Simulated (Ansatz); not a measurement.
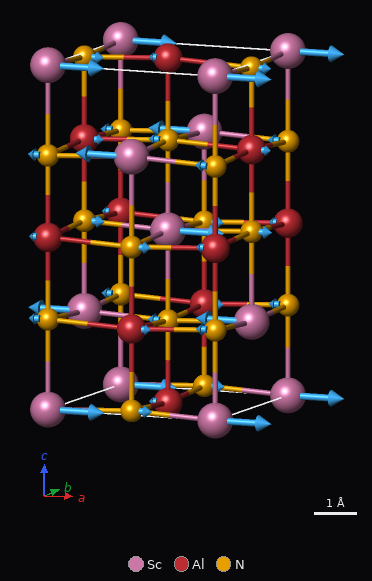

One vibrational mode of a crystal of ScAlN₂ at the zone centre. The blue arrows are the displacements of the atoms (eigenvector over the root of the mass), of arbitrary overall length and sign. Style: ball-and-stick. Shown: the conventional cell (2 times the calculation's cell), slightly off an axis. Lengths and directions refer to the drawn axes.

Theory: Ansatz 0.2.0, DFT PBE, scalar-relativistic, plane waves, PAW.

The input:
```yaml
crystal:
  lattice:
    - [-2.1967422768, 2.1967422768, 4.1966493003]
    - [2.1967422768, -2.1967422768, 4.1966493003]
    - [2.1967422768, 2.1967422768, -4.1966493003]
  atoms:
    - { symbol: Sc, position: [0.75, 0.25, 0.5] }
    - { symbol: Sc, position: [0.0, 0.0, 0.0] }
    - { symbol: Al, position: [0.25, 0.75, 0.5] }
    - { symbol: Al, position: [0.5, 0.5, 0.0] }
    - { symbol: "N", position: [0.4878718695, 0.9878718695, 0.5] }
    - { symbol: "N", position: [0.2621281305, 0.2621281305, 0.0] }
    - { symbol: "N", position: [0.0121281305, 0.5121281305, 0.5] }
    - { symbol: "N", position: [0.7378718695, 0.7378718695, 0.0] }
basis:
  ecutwfc: 420
kpoints:
  mp_grid: { grid: [10, 10, 10] }
hamiltonian:
  xc: pbe
scf:
  occupations: { method: gaussian, width: 0.05 }
output:
  eigenvalues: true
phonons:
  method: fd
  supercell: [1, 1, 1]
  amplitude: 0.02
  eigenvectors: true
  dielectric: false
```

Command:
```bash
ansatz run input.yaml --threads 2 --pin off --max-ram 5120MiB --backend cpu --events-out ev --progress --plain --runs-dir out
```

Frequencies are those without the non-analytic (LO–TO) term.

### What mode is this, and where does it lie in the spectrum?

This is the E_g mode (doubly degenerate; one member of the set is drawn) at 291 cm⁻¹, optical level 3 of 14, counted from below, Raman-active by symmetry. All motion is along a; atoms of one kind move against one another, with no net shift of any sublattice; the kinetic energy is shared as Sc 94 %, N 4 %, Al 2 %.
